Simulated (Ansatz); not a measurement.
System: HfSiO4.

Input

```
crystal:
  lattice:
    - [-1.8587807214, 1.8587807214, 4.8804778907]
    - [1.8587807214, -1.8587807214, 4.8804778907]
    - [1.8587807214, 1.8587807214, -4.8804778907]
  atoms:
    - { symbol: Hf, position: [0.0, 0.0, 0.0] }
    - { symbol: Si, position: [0.75, 0.25, 0.5] }
    - { symbol: O, position: [0.9277387009, 0.4277387009, 0.5] }
    - { symbol: O, position: [0.2217177475, 0.2217177475, 0.0] }
    - { symbol: O, position: [0.5722612991, 0.0722612991, 0.5] }
    - { symbol: O, position: [0.7782822525, 0.7782822525, 0.0] }
kpoints:
  mp_grid: { grid: [6, 6, 6] }
  band_path:
    path:
      - [0.0, 0.0, 0.0]
      - [0.0, 0.0, 0.5]
      - [0.25, 0.25, 0.25]
      - [0.0, 0.5, 0.0]
      - [0.5, 0.5, -0.5]
      - [0.2862636595, 0.7137363405, -0.2862636595]
      - [-0.2862636595, 0.2862636595, 0.2862636595]
      - [-0.072527319, 0.072527319, 0.5]
      - [0.5, 0.5, -0.072527319]
    npoints: 1
hamiltonian:
  xc: pbe0
scf:
  occupations: { method: fixed }
  n_extra_bands: 5
output:
  forces: true
  stress: true
  eigenvalues: true
  write_density: true
  write_potential: true
  elf: true
  volumetric_format: npy
```

Run with:

```sh
ansatz run input.yaml --threads 4 --pin off --max-ram 6451MiB --backend cpu --events-out ev --progress --plain --runs-dir out
```

Below, planes, directions and counts refer to the conventional cell (a = 3.72 Å, b = 3.72 Å, c = 9.76 Å, α = 90.00°, β = 90.00°, γ = 90.00°).

Space group I-4m2; a structure from a database of computed crystals, not necessarily the ambient phase; started from the anatase host prototype, which need not be the ambient phase.

Computed with Ansatz, DFT, PBE0, plane waves, PAW.

Q: Predict the valence pseudo-density and electron localisation function between the atoms.

A: Si–O (1.73 Å): ρ is about 1 e/Å³ halfway; the ELF peaks at about 0.85 between the atoms.
Hf–O (1.99 Å): the density is about 0.99 e/Å³ at the midpoint; the ELF peaks at about 0.85 in the valence shell of O, 0.6 Å from its nucleus, and drops to about 0.20 between the two atoms (no shared electron pair shows on this line).
Si–O (1.88 Å): the density is about 0.73 e/Å³ at the midpoint; the ELF peaks at about 0.85 between the atoms.
Hf–O (2.16 Å): the density is about 0.63 e/Å³ at the midpoint; the ELF peaks at about 0.85 in the valence shell of O, 0.6 Å from its nucleus, and drops to about 0.15 between the two atoms: no shared electron pair shows on this line.

Q: Does the calculation give a band gap?

A: It is gapped, with a Kohn–Sham gap of 6.3 eV on the k-point mesh (the band edges may lie off the mesh, which would make the gap smaller).

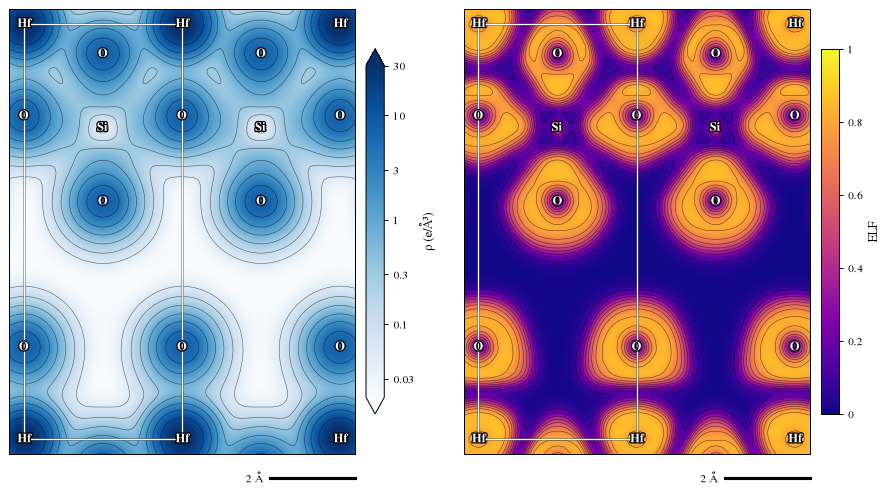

Computed valence pseudo-density and electron localisation function on the (010) plane of the conventional cell, in this order. 

The density is the valence pseudo-density of a PAW calculation; it isn't the true density close to the nuclei.
